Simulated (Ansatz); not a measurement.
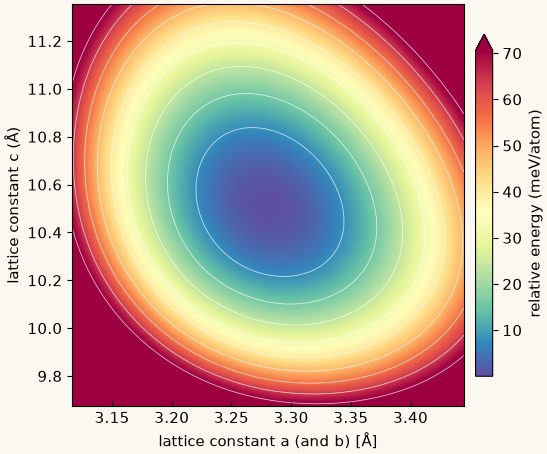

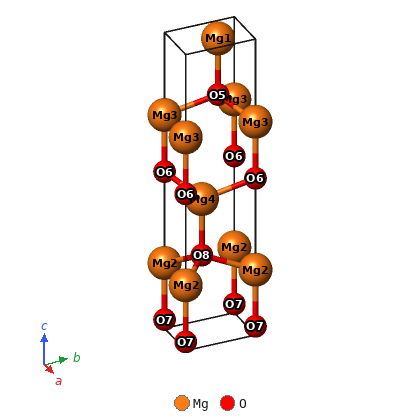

Energy landscape of MgO (P6_3mc, No. 186; 8 atoms in the cell). The energy is mapped over the lattice constants a and c of the conventional cell. Coordinates scanned: (1) lattice constant a (and b); (2) lattice constant c. Nothing is relaxed (fractional coordinates fixed). The grid has 7 × 7 points. Points are written as (first, second). Energies: meV/atom, counted from the lowest grid point. Theory: DFT PBE, scalar-relativistic, plane waves, PAW in Ansatz. Settings: cutoff 520 eV, k-mesh 9×9×2 in the order of the run's cell vectors, gaussian smearing 0.05 eV, no spin polarisation.

Drawn: a smooth colour map with a few white contour lines, one colour for all values above the top of the scale. Between grid points the surface is interpolated. The second picture is the structure at the lowest point

### Describe this landscape.

The lowest grid point is at (3.281 Å, 10.514 Å). No other kind of well shows on this grid. The highest grid point, (3.116 Å, 9.673 Å), lies 178 meV/atom above the lowest. Round the minimum the valley is somewhat tilted: raising lattice constant a (and b) shifts the best value of lattice constant c downwards (coupling k₁₂/√(k₁₁k₂₂) about 0.2). The gap on the k-mesh is 3.5 eV at the lowest point and runs from 2.6 to 4.5 eV over the map.

Each point was launched as `ansatz run input.yaml --threads 2 --pin off --max-ram 4096MiB --backend cpu --events-out ev --progress --plain --runs-dir out`. Time for the 49 points that were run: 8.5 min on 2 threads of Arm Neoverse N1, with other jobs on the host.

PAW datasets: the set soft_1.
